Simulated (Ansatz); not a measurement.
**Single-point calculation of Ge**

System: Ge (P6₃mc, 4 atoms in the cell).
Method: DFT PBEsol+D3(BJ), scalar-relativistic, plane waves, PAW, no spin polarisation (Ansatz 0.2.0).

The structure derives from a Materials Project entry. Figures and captions count atoms from 1; the log counts them from 0 in places.

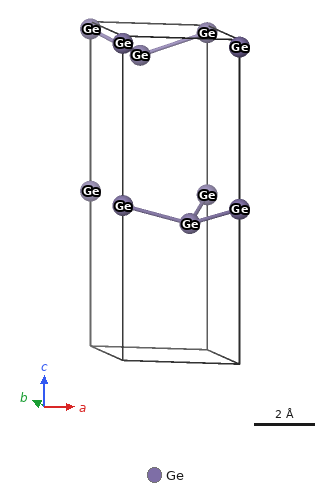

**Figure 1.** The input geometry (ball-and-stick view of the cell of the calculation, seen slightly off an axis). An atom can appear more than once, as a periodic image.

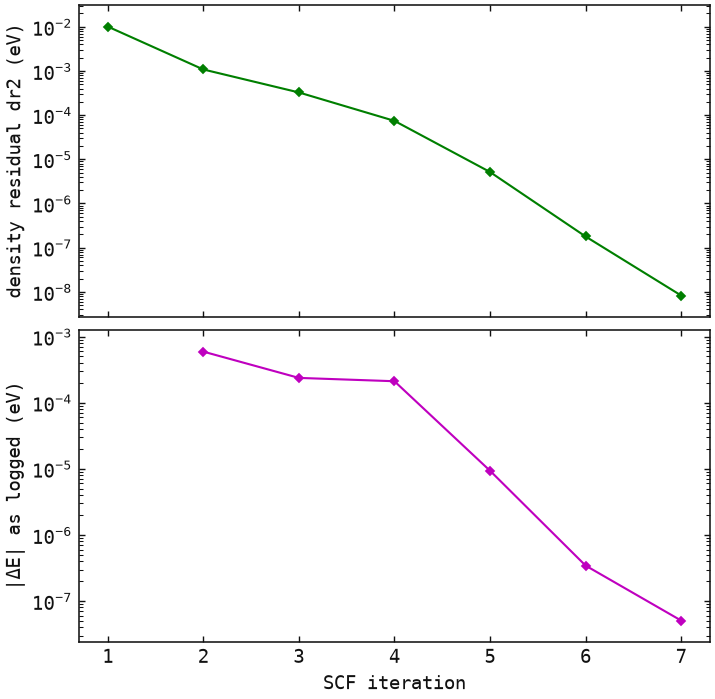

**Figure 2.** Convergence of the self-consistent field: density residual dr2 and size of the energy change against the SCF iteration. The residual falls at every step.

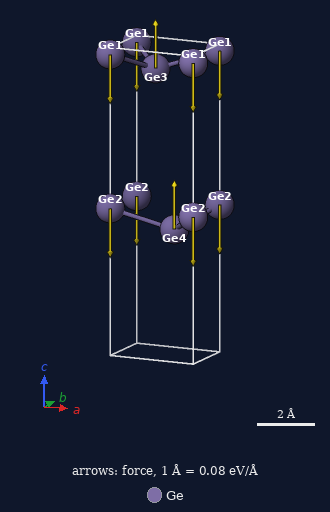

**Figure 3.** Forces on the atoms as yellow arrows (ball-and-stick view of the cell of the calculation, seen slightly off an axis; atoms are numbered from 1 in the order of the input). The largest act on all 4 Ge atoms (0.14 eV/Å). The geometry is not a stationary point of this energy.

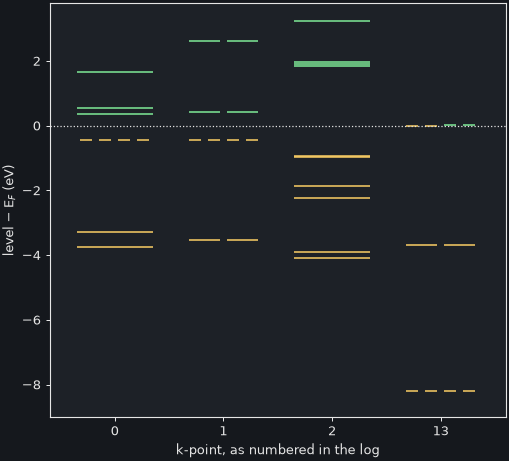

**Figure 4.** Kohn–Sham levels near the Fermi level (dotted) at the few k-points that the log prints; levels within 0.02 eV of each other stand side by side. The system is metallic on the full mesh.

The input and output of the run follow.

Input file
```yaml
crystal:
  lattice:
    - [4.0504045371, 0.0, 0.0]
    - [-2.0252022686, 3.5077532247, 0.0]
    - [0.0, 0.0, 10.993359]
  atoms:
    - { symbol: Ge, position: [0.0, 0.0, 0.977452] }
    - { symbol: Ge, position: [0.0, 0.0, 0.477452] }
    - { symbol: Ge, position: [0.33333333, 0.66666667, 0.914848] }
    - { symbol: Ge, position: [0.66666667, 0.33333333, 0.414848] }
basis:
  ecutwfc: 420
kpoints:
  mp_grid: { grid: [6, 6, 2] }
hamiltonian:
  xc: pbesol
  dispersion: d3bj
scf:
  occupations: { method: gaussian, width: 0.1 }
output:
  forces: true
  stress: true
  eigenvalues: true
```

Launch command:
```bash
ansatz run input.yaml --threads 1 --pin off --max-ram 2560MiB --backend cpu --events-out ev --progress --plain --runs-dir out
```

Log
```
Engine: ansatz 0.2.0, x86_64-unknown-linux-gnu
Pseudopotentials: kind: paw
Pseudopotential: Ge, paw, valence charge 14, recommended cutoff 420 eV (normal), Ge.paw.azcp
Functional definition: PBEsol
  exchange = pbesol_x
  correlation = pbesol_c
Crystal: 4 atoms, lattice volume = 156.192 Å³
Basis set: ecut = 420 eV, 3049 PW (Γ), exchange–correlation on 60×60×150 points (8 copies of the dense FFT grid, shifted against one another)
Bands: 34, of which v1, the nominal top of the filled ones, is band 28 counted from 1 (27 counted from 0)
Symmetry: 12 space group operations
Space group: P63mc (ITA 186), of the structure as read, at distance tolerance 5.4e-5 Å
k-points: 14 of 72
Non-local potential: Ge, projectors of the file, l = 0: 2, l = 1: 2, l = 2: 3, l = 3: 1
PAW form: soft (Blöchl's): semilocal exchange-correlation on the pseudo side does not see the compensation charge
PAW frozen core: Ge, regenerated for the run's functional, and the local potential with it (the file was generated under x = pbe(κ = 0.804, μ = 0.2195149727645171), c = pbe(β = 0.06672455060314922))
PAW one-centre angular grid: Ge, 590 points (default); XC on 64 Gauss nodes
Initial density: superposition of atomic densities (neutral atoms: chi_scale 0, normalization atom), corrected by the library's trained network
Initial wavefunctions: pseudopotential atomic-orbital guess
Functional: x = pbesol(κ = 0.804, μ = 0.12345679012345678), c = pbesol(β = 0.046)
SCF iter   1: F=—  HF=-17012.411598 eV  |F-HF|=—  |Δ(HF+E_count)|=         —  Δρ=2.20e-3  dr2=1.01e-2  ethr=1.77e-3  ⟨swp⟩=5.9  Hψ=1831  notcnv=0
preconditioner: auto → LDOS  [metal: Δε(μ)=0.005 eV  Ē_g=21.693 eV  σ=0.100 eV  W_gap=0.03  n_scr=38 (ndim 8)  ℏωp=22.2 eV  f_vac=0.334  D(μ)=1.89/eV (n_scr^D=4)  β→1.0]
SCF iter   2: F=—  HF=-17012.412190 eV  |F-HF|=—  |Δ(HF+E_count)|=   5.92e-4  Δρ=9.15e-4  dr2=1.08e-3  ethr=1.81e-5  ⟨swp⟩=2.0  Hψ=1029  notcnv=0  defer=16
SCF iter   3: F=—  HF=-17012.411953 eV  |F-HF|=—  |Δ(HF+E_count)|=   2.37e-4  Δρ=4.99e-4  dr2=3.26e-4  ethr=1.94e-6  ⟨swp⟩=2.0  Hψ=851  notcnv=0  defer=16
SCF iter   4: F=—  HF=-17012.411742 eV  |F-HF|=—  |Δ(HF+E_count)|=   2.11e-4  Δρ=1.90e-4  dr2=7.41e-5  ethr=5.83e-7  ⟨swp⟩=2.0  Hψ=851  notcnv=0  defer=16
SCF iter   5: F=—  HF=-17012.411732 eV  |F-HF|=—  |Δ(HF+E_count)|=   9.36e-6  Δρ=4.24e-5  dr2=5.16e-6  ethr=1.32e-7  ⟨swp⟩=3.0  Hψ=861  notcnv=0  defer=16
SCF iter   6: F=—  HF=-17012.411732 eV  |F-HF|=—  |Δ(HF+E_count)|=   3.44e-7  Δρ=9.02e-6  dr2=1.79e-7  ethr=9.21e-9  ⟨swp⟩=3.0  Hψ=861  notcnv=0  defer=16
SCF iter   7: F=-17012.411732 eV  HF=-17012.411732 eV  |F-HF|=2.78e-9  |Δ(HF+E_count)|=   5.07e-8  Δρ=1.84e-6  dr2=8.26e-9  ethr=1.79e-10  ⟨swp⟩=8.1  Hψ=1828  notcnv=0
SCF 1 converged in 7 iterations: F = -17012.411732 eV  dr2 = 8.26e-9
  greatest PAW one-centre occupation: 0.998 electrons in one spin orbital (limit 2), on the Ge atom at site 1 (counted from 0), in its partial waves of l = 2
SCF converged after 7 iterations
Free energy (F): -17012.411732 eV
Harris-Foulkes:  -17012.411732 eV  (|F-HF|=2.78e-9)
Internal energy: -17012.402313 eV  (E = F + TS)
E sigma→0 (E₀):  -17012.407023 eV
Entropy (-TS):   -0.009419 eV (-2.355 meV/atom)
Fermi energy:    2.796725 eV
--- Per-component energies (eV) ---
  E_band       = -895.732805
  E_kinetic    = 439.966385
  E_local      = -12975.694109  (includes V_loc(G=0)·N_el)
  E_nonlocal   = 1674.928055
  E_hartree    = 5730.424415
  E_xc         = -295.808401
  E_vxc        = -253.214175  (∫ρ·V_xc dr)
  E_paw        = -7910.636548  (= ΣΔE_a)
  E_vpaw       = -1242.575299  (= ΣTr[D̂ρ^β])
  E_aug_tail   = 0.001208  (compensation charges beyond the density's cutoff)
  E_ewald      = -3678.493745
  E_disp       = -0.761320  (pairwise vdW)
  E_core_change = 3.671745  (= ΣΔE_core)
  E_smearing   = -0.009419  (= −TS)
  E_closure    = 0.000000  (closes the sum)
  Σ components = -17012.411732   (vs F -17012.411732, Δ=0.00e0)
--- Forces (eV/Å), atoms counted from 1 ---
  atom   1  Ge     0.00000000     0.00000000    -0.14267035
  atom   2  Ge    -0.00000000    -0.00000000    -0.14267035
  atom   3  Ge    -0.00000000    -0.00000000     0.14269407
  atom   4  Ge     0.00000000     0.00000000     0.14269407
  max |Σ_I F_I| component: 4.74e-5 eV/Å
--- Stress (GPa, compression-positive) ---
       -2.692467      -0.000000      -0.000000
       -0.000000      -2.692467      -0.000000
        0.000000       0.000000      -1.594084
  P = ⅓ Tr σ = -2.3263 GPa (-23.263 kbar)
--- Band table (eV; the first three rows and the last of 14) ---
  k-point 0: bands = ["-21.6876", "-21.6876", "-21.6876", "-21.6876", "-21.6403", "-21.6403", "-21.6403", "-21.6403", "-21.6403", "-21.6403", "-21.5742", "-21.5742", "-21.4616", "-21.4616", "-21.4616", "-21.4616", "-21.4261", "-21.4261", "-21.4261", "-21.4261", "-8.4340", "-8.4033", "-0.9458", "-0.4976", "2.3480", "2.3480", "2.3589", "2.3589", "3.1518", "3.3404", "4.4527", "6.5810", "6.6259", "6.6259"]
  k-point 1: bands = ["-21.6876", "-21.6876", "-21.6876", "-21.6876", "-21.6403", "-21.6403", "-21.6403", "-21.6403", "-21.6403", "-21.6403", "-21.5742", "-21.5742", "-21.4616", "-21.4616", "-21.4616", "-21.4616", "-21.4261", "-21.4261", "-21.4261", "-21.4261", "-8.4187", "-8.4187", "-0.7362", "-0.7362", "2.3534", "2.3534", "2.3534", "2.3534", "3.2041", "3.2041", "5.4203", "5.4203", "6.6406", "6.6406"]
  k-point 2: bands = ["-21.6990", "-21.6990", "-21.6958", "-21.6958", "-21.6590", "-21.6589", "-21.6280", "-21.6280", "-21.6155", "-21.6155", "-21.5578", "-21.5578", "-21.4854", "-21.4854", "-21.4845", "-21.4845", "-21.4132", "-21.4132", "-21.4041", "-21.4041", "-8.1341", "-8.1039", "-1.2868", "-1.1213", "0.5746", "0.9466", "1.8242", "1.8449", "4.6254", "4.7030", "4.7519", "6.0293", "6.8028", "7.1195"]
  k-point 13: bands = ["-21.7287", "-21.7287", "-21.6954", "-21.6954", "-21.6948", "-21.6948", "-21.6007", "-21.6007", "-21.5402", "-21.5402", "-21.5388", "-21.5388", "-21.5376", "-21.5376", "-21.4780", "-21.4780", "-21.4778", "-21.4778", "-21.3384", "-21.3384", "-5.4058", "-5.4058", "-5.4045", "-5.4045", "-0.8987", "-0.8987", "2.7938", "2.7938", "2.8024", "2.8024", "7.0425", "7.0425", "8.9613", "8.9613"]
```

Results in brief

| quantity | value |
| --- | --- |
| outcome | converged |
| space group (tolerance 0.01 Å) | P6₃mc (186) |
| electrons treated | 56 |
| free energy | −17012.4117 eV |
| Fermi energy | 2.797 eV |
| gap on the k-point mesh | none (metallic) |
| pressure | −2.33 GPa |
| largest force (length of the vector) | 0.143 eV/Å |
| hardware | 1 thread of AMD EPYC (Zen 3), 32 GiB of memory available, shared host |
| wall time | 7.9 s |
| peak memory | 0.42 GiB |
